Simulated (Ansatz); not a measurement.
## Electronic structure of B in real space

Input

```
crystal:
  lattice:
    - [-1.2031276926, 1.2031276926, 1.2031276926]
    - [1.2031276926, -1.2031276926, 1.2031276926]
    - [1.2031276926, 1.2031276926, -1.2031276926]
  atoms:
    - { symbol: B, position: [0.0, 0.0, 0.0] }
hamiltonian:
  xc: blyp
  pseudopotentials:
    kind: paw
    azcp:
      B: "pseudopotentials/B.paw.azcp"
basis:
  ecutwfc: 420
  fft_grid_basis: typed
kpoints:
  mp_grid: { grid: [21, 21, 21], shift: [0, 0, 0] }
magnetization:
  spin_polarized: false
scf:
  occupations: { method: fermi_dirac, width: 0.1 }
  lower_state_search: "off"
output:
  stress: true
  write_density: true
  write_potential: true
  elf: true
  volumetric_format: npy
```

Below, planes, directions and counts refer to the conventional cell (a = 2.41 Å, b = 2.41 Å, c = 2.41 Å, α = 90.00°, β = 90.00°, γ = 90.00°).

Space group Im-3m; set up as B, bcc; a generated structure, not necessarily the stable one; changed on purpose from its base cell (volume × 1.08); computed pressure about −11 GPa in this cell; computed without spin polarisation.

All numbers below come from DFT, BLYP, plane waves (420 eV) with PAW, scalar-relativistic (Ansatz 0.2.0).

The density is the valence pseudo-density of a PAW calculation; it isn't the true density close to the nuclei.

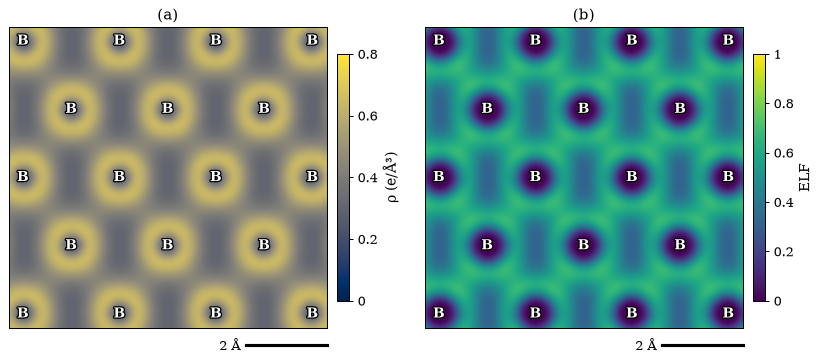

Figure 1. (a) valence charge density (pseudo); (b) ELF on the (101) plane of the conventional cell.

Read the bonding off the picture.

Answer. Atoms in the plane: B. B–B (2.08 Å): ρ is about 0.45 e/Å³ halfway; the ELF peaks at about 0.65 between the atoms. Between the atoms the lowest density in this plane is 0.3 e/Å³.

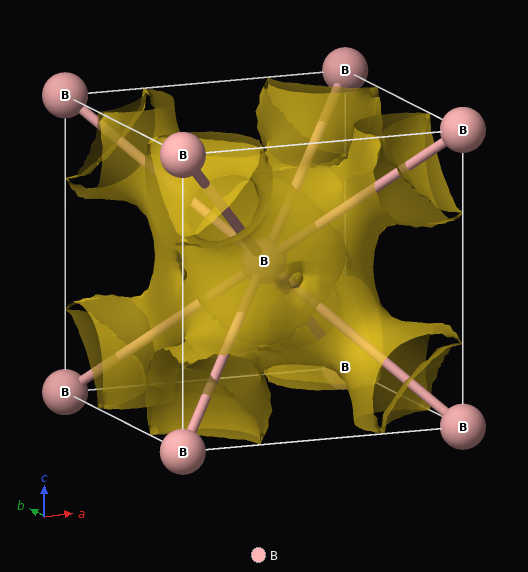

Figure 2. Isosurface of the ELF at 0.55 (yellow), seen slightly off an axis. Only the valence region is drawn (cores and ρ < 0.01 e/Å³ removed). Sticks mark near contacts.

Describe the localisation domains.

Answer. At this value the surface marks out one network that runs through the whole crystal, counted in one cell of 2 atoms. Regions shared between cells count once. There are no localised bonds or lone pairs at this value.

Metal or insulator at this level of theory?

Answer. It is metallic or semimetallic at this level of theory: no gap opens.
